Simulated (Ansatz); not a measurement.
**Energy of Al along a shift of atoms along one path**

System: Al (C222₁, 4 atoms in the cell).
Method: DFT LDA+D3(BJ), scalar-relativistic, plane waves, PAW, PAW set soft_1, no spin polarisation (Ansatz 0.2.0).

The 5 runs differ only in the geometry, by a shift of atoms along one path in a fixed cell. The shift s is measured from run 3: Al1 moves along the Cartesian direction (1.00, 0.00, 0.00), and Al3 with it in fixed proportion. The structure derives from a Materials Project entry.

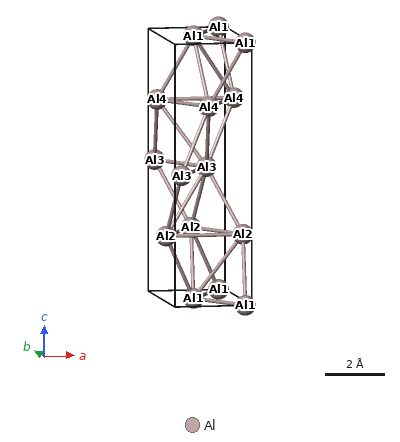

Figure 1. The structure of run 3 (ball-and-stick view of the cell 2 times as large as that of the calculation, set on its symmetry axes, seen slightly off an axis; atoms are numbered from 1 in the order of the input).

**Input of run 3**
```yaml
crystal:
  lattice:
    - [2.7008442095, 0.0, 0.0]
    - [-1.3504221048, 2.3389996971, 0.0]
    - [0.0, 0.0, 9.1065785895]
  atoms:
    - { symbol: Al, position: [-0.0847587429, 0.0, 0.0] }
    - { symbol: Al, position: [0.3333333333, 0.6666666667, 0.25] }
    - { symbol: Al, position: [0.0847587429, 0.0, 0.5] }
    - { symbol: Al, position: [0.6666666667, 0.3333333333, 0.75] }
basis:
  ecutwfc: 420
kpoints:
  mp_grid: { grid: [18, 18, 6] }
hamiltonian:
  xc: lda
  pseudopotentials: { kind: paw, azcp: { folder: soft_1 } }
  dispersion: d3bj
scf:
  occupations: { method: gaussian, width: 0.15 }
output:
  forces: true
  stress: true
  eigenvalues: true
```

Command:
```bash
ansatz run input.yaml --threads 2 --pin off --max-ram 4096MiB --backend cpu --events-out ev --progress --plain --runs-dir out
```

Lattice vectors (Å) and fractional positions of run 3:
```
   2.700844    0.000000    0.000000
  -1.350422    2.339000    0.000000
   0.000000    0.000000    9.106579
Al -0.084759  0.000000  0.000000
Al  0.333333  0.666667  0.250000
Al  0.084759  0.000000  0.500000
Al  0.666667  0.333333  0.750000
```

Run 4 differs from it as follows:
```diff
-    - { symbol: Al, position: [-0.0847587429, 0.0, 0.0] }
+    - { symbol: Al, position: [-0.0423793715, 0.0, 0.0] }
-    - { symbol: Al, position: [0.0847587429, 0.0, 0.5] }
+    - { symbol: Al, position: [0.0423793715, 0.0, 0.5] }
```

**Results, with one run withheld**

| run | shift s of Al1 (Å) | free energy per atom, from the lowest run given (meV) | pressure (GPa) | force along the path (eV/Å) |
| --- | --- | --- | --- | --- |
| 1 | −0.3434 | 84.19 | 8.97 | 1.161 |
| 2 | −0.1145 | 30.06 | 7.03 | 0.711 |
| 3 | 0.0000 | 13.22 | 6.34 | 0.467 |
| 4 | 0.1145 | ? | ? | ? |
| 5 | 0.2289 | 0.00 | 5.77 | 0.000 |

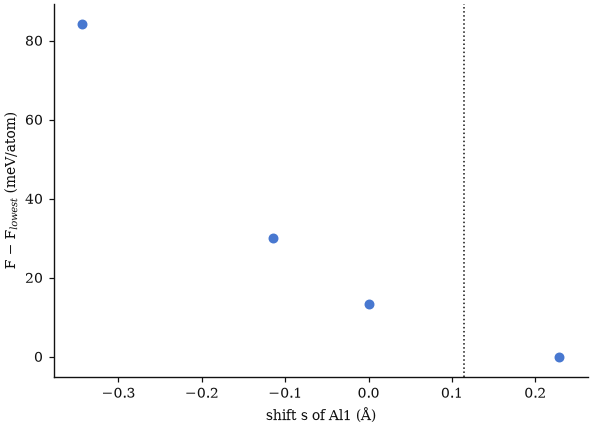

Figure 2. Free energy per atom of the runs given; the dotted line marks run 4.

Fit the runs given and predict run 4.

A quadratic polynomial in the coordinate, fitted to the 4 runs given, misses them by under 0.01 meV per atom. With x = s + 0.0572, it reads F = 20.78 − 147.08 x + 260.23 x² (meV per atom). At run 4 it gives 3.20 meV per atom, and the run itself gives 3.28. The slope of the fit gives a force −dF/ds of 0.231 eV/Å along the path (summed over the atoms that move), and the printed forces give 0.230 eV/Å. The fit has its minimum at s = 0.2254 Å.

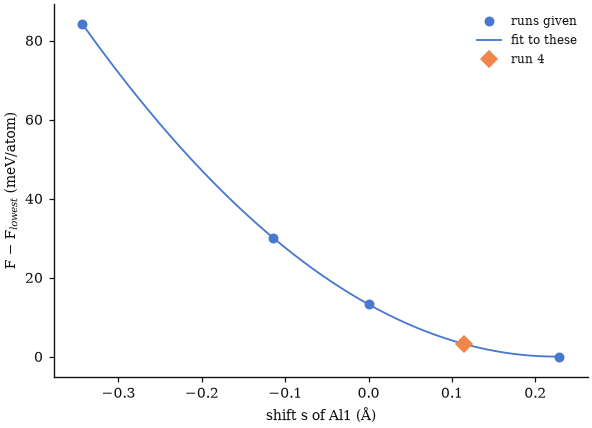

Figure 3. The fit and the withheld run.

**Output, shortened to warnings, some set-up lines, iterations and results (run 4)**
```
Warning: [file] the record states the generating functional pbe (its physics header spells it `PBE`), which answers neither for hamiltonian.xc's functional nor for the lda family's — results may be inconsistent (PPs are generated against a specific XC)
Warning: the engine holds no damping parameters fitted to this dispersion correction and functional, so the run takes those fitted to pbe (hamiltonian.dispersion, under Limitations)
Basis set: ecut = 420 eV, 1141 PW (Γ)
Symmetry: 4 space group operations
k-points: 364 of 1944 (time reversal used)
Initial density: superposition of atomic densities (chi_scale 0.1, normalization cell)
[...]
SCF iter   1: F=—  HF=-2053.102614 eV  |F-HF|=—  |Δ(HF+E_count)|=         —  Δρ=2.36e-2  dr2=3.11e-1  ethr=3.10e-3  ⟨swp⟩=6.5  Hψ=29108  notcnv=0
SCF iter   2: F=—  HF=-2052.916662 eV  |F-HF|=—  |Δ(HF+E_count)|=   1.86e-1  Δρ=1.53e-2  dr2=1.32e-1  ethr=2.59e-3  ⟨swp⟩=1.0  Hψ=6552  notcnv=0
SCF iter   3: F=—  HF=-2052.820710 eV  |F-HF|=—  |Δ(HF+E_count)|=   9.60e-2  Δρ=5.15e-4  dr2=1.26e-4  ethr=1.10e-3  ⟨swp⟩=1.0  Hψ=3547  notcnv=0
SCF iter   4: F=—  HF=-2052.820331 eV  |F-HF|=—  |Δ(HF+E_count)|=   3.79e-4  Δρ=4.35e-5  dr2=9.24e-7  ethr=1.05e-6  ⟨swp⟩=2.0  Hψ=5745  notcnv=0
SCF iter   5: F=—  HF=-2052.820331 eV  |F-HF|=—  |Δ(HF+E_count)|=   8.03e-9  Δρ=1.30e-5  dr2=3.78e-7  ethr=7.70e-9  ⟨swp⟩=2.1  Hψ=5418  notcnv=0
SCF iter   6: F=-2052.820331 eV  HF=-2052.820331 eV  |F-HF|=4.44e-8  |Δ(HF+E_count)|=   8.98e-8  Δρ=5.12e-6  dr2=5.25e-8  ethr=8.33e-10  ⟨swp⟩=3.5  Hψ=16291  notcnv=0
SCF 1 converged in 6 iterations: F = -2052.820331 eV  dr2 = 5.25e-8
SCF converged after 6 iterations
Free energy (F): -2052.820331 eV
Harris-Foulkes:  -2052.820331 eV  (|F-HF|=4.44e-8)
Internal energy: -2052.801934 eV  (E = F + TS)
E sigma→0 (E₀):  -2052.811133 eV
Entropy (-TS):   -0.018396 eV (-4.599 meV/atom)
Fermi energy:    9.203539 eV
--- Per-component energies (eV) ---
  E_band       = 53.106358
  E_kinetic    = 98.915945
  E_local      = 47.939945  (includes V_loc(G=0)·N_el)
  E_nonlocal   = 44.323501
  E_hartree    = 0.509422
  E_xc         = -153.559644
  E_vxc        = -122.907954  (∫ρ·V_xc dr)
  E_paw        = -1781.840932  (= ΣΔE_a)
  E_vpaw       = -16.183889  (= ΣTr[D̂ρ^β])
  E_aug_tail   = -0.000013  (compensation charges beyond the density's cutoff)
  E_ewald      = -307.760385
  E_disp       = -1.552640  (pairwise vdW)
  E_core_change = 0.222866  (= ΣΔE_core)
  E_smearing   = -0.018396  (= −TS)
  E_closure    = 0.000000  (closes the sum)
  Σ components = -2052.820331   (vs F -2052.820331, Δ=0.00e0)
--- Forces (eV/Å), atoms counted from 1 ---
  atom   1  Al     0.11492718     0.00000000     0.00000000
  atom   2  Al     0.00000000    -0.02273564     0.00000000
  atom   3  Al    -0.11492718    -0.00000000     0.00000000
  atom   4  Al    -0.00000000     0.02273564     0.00000000
  max |Σ_I F_I| component: 3.47e-18 eV/Å
--- Stress (GPa, compression-positive) ---
        7.201901       0.000000       0.000000
        0.000000       7.185884       0.000000
        0.000000       0.000000       3.347355
  P = ⅓ Tr σ = 5.9117 GPa (59.117 kbar)
```

Notes on the run: the PAW datasets were made with another functional; the dispersion correction has no parameters fitted for this combination and takes those fitted for PBE.
